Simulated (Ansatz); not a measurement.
# HfC5: what a guessed cell relaxes into

The task: take a trial cell of HfC5 to zero force and stress.

Computed with Ansatz 0.2.0 (DFT PBE, scalar-relativistic, plane waves, PAW, unless a step's input says otherwise).

2 further runs of the same task are left out: 1 that didn't finish, 1 set aside as unsound or not needed.

### 1 The structure to begin with

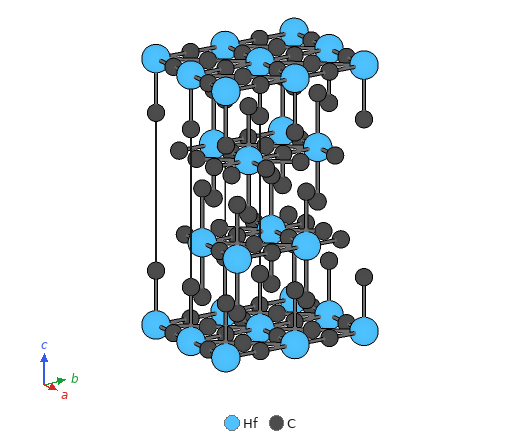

Start, viewed slightly off an axis; hafnium blue, carbon dark grey. 2×2×1 cells are drawn. Atoms on the faces are drawn again on the opposite ones. The cell drawn here is the conventional one.

Structure file:

```xyz
6
Lattice="2.4243 1.3997 4.1221 -2.4243 1.3997 4.1221 0.0000 -2.7994 4.1221" Properties=species:S:1:pos:R:3 pbc="T T T"
Hf    0.0000    0.0000    0.0000
C     0.0000    1.3997    4.1221
C    -1.2122   -0.6998    4.1221
C     1.2122   -0.6998    4.1221
C     0.0000    0.0000    2.5172
C     0.0000    0.0000    9.8491
```

The cell is invented: random cell by space group and Wyckoff sites (R-3m, No. 166). Lengths come from tabulated atomic sizes and are only a guess.

### 2 A first look at the guess

input.yaml reads:

```yaml
crystal:
  lattice:
    - [2.42431005, 1.39967606, 4.12210026]
    - [-2.42431005, 1.39967606, 4.12210026]
    - [0.0, -2.79935212, 4.12210026]
  atoms:
    - { symbol: Hf, position: [0.0, 0.0, 0.0] }
    - { symbol: C, position: [0.5, 0.5, 0.0] }
    - { symbol: C, position: [0.0, 0.5, 0.5] }
    - { symbol: C, position: [0.5, 0.0, 0.5] }
    - { symbol: C, position: [0.20354933, 0.20354933, 0.20354933] }
    - { symbol: C, position: [0.79645067, 0.79645067, 0.79645067] }
basis:
  ecutwfc: 420
kpoints:
  mp_grid: { grid: [6, 6, 6] }
hamiltonian:
  xc: pbe
scf:
  occupations: { method: gaussian, width: 0.1 }
  lower_state_search: "off"
output:
  forces: true
  stress: true
  eigenvalues: true
```

The run is started by

```
> ansatz run input.yaml --threads 1 --pin off --max-ram 2560MiB --backend cpu --events-out ev --progress --plain --runs-dir out
```

Output (excerpt; [...] marks lines left out):

```text
[...]
SCF converged after 7 iterations
Free energy (F): -16958.830531 eV
[...]
E sigma→0 (E₀):  -16958.821579 eV
Entropy (-TS):   -0.017903 eV (-2.984 meV/atom)
Fermi energy:    7.741314 eV
[...]
--- Forces (eV/Å), atoms counted from 1 ---
  atom   1  Hf     0.00000000     0.00000000     0.00000000
  atom   2  C     -0.00000000     0.00000000    -0.00000000
  atom   3  C      0.00000000     0.00000000     0.00000000
  atom   4  C      0.00000000     0.00000000    -0.00000000
  atom   5  C      0.00000000    -0.00000000     2.75542182
  atom   6  C     -0.00000000     0.00000000    -2.75542182
[...]
--- Stress (GPa, compression-positive) ---
      -25.853538       0.000000       0.000000
        0.000000     -25.853538      -0.000000
       -0.000000      -0.000000     -32.131104
  P = ⅓ Tr σ = -27.9461 GPa (-279.461 kbar)
--- Band table (eV; the first three rows and the last of 32) ---
[...]
```

It took 3.9 s on 1 thread of AMD EPYC 7R43 (Zen 3), shared host; peak memory 0.44 GiB.

The probe gives pressure -27.9 GPa, largest force 2.76 eV/Å, gap on this mesh none (metal). A guess like this is first relaxed loosely on the coarse mesh.

[end of part 1 of 3]
